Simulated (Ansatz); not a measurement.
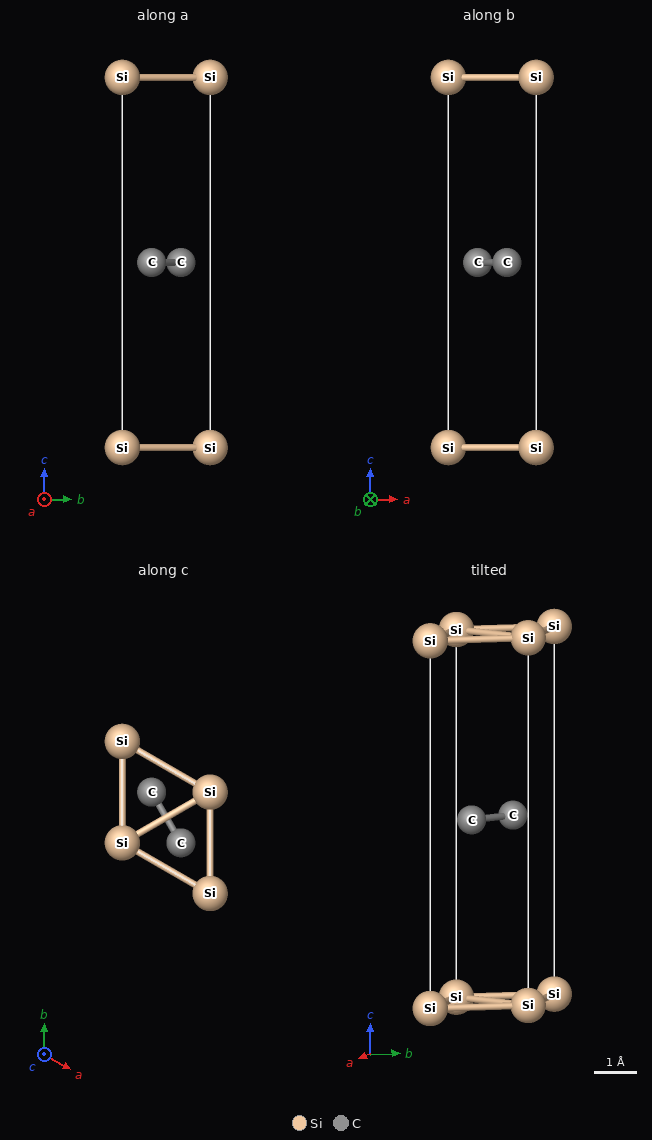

The image is a ball-and-stick drawing of a crystal, viewed along the a axis, along the b axis, along the c axis and slightly off an axis. The conventional unit cell is outlined; an atom on or near a face, edge or corner is repeated at each equivalent position.

Lattice parameters: a = 2.4707 Å, b = 2.4707 Å, c = 9.0210 Å, α = 90.000°, β = 90.000°, γ = 120.000°.

Question: Record the structure as a CIF in P1 with every atom of the cell.

Answer:
```cif
data_structure
_symmetry_space_group_name_H-M 'P 1'
_symmetry_Int_Tables_number 1
_cell_length_a 2.4707
_cell_length_b 2.4707
_cell_length_c 9.0210
_cell_angle_alpha 90.000
_cell_angle_beta 90.000
_cell_angle_gamma 120.000
_cell_volume 47.69
loop_
_atom_site_label
_atom_site_type_symbol
_atom_site_fract_x
_atom_site_fract_y
_atom_site_fract_z
_atom_site_occupancy
Si1 Si 0.0000 0.0000 0.0000 1
C1 C 0.3333 0.6667 0.5000 1
C2 C 0.6667 0.3333 0.5000 1
```

Starting structure: a structure type filled with these elements by a generator (whether the compound takes this form wasn't checked). A relaxation with Ansatz 0.2.0, DFT PBE, scalar-relativistic, plane waves, PAW gave the geometry drawn.
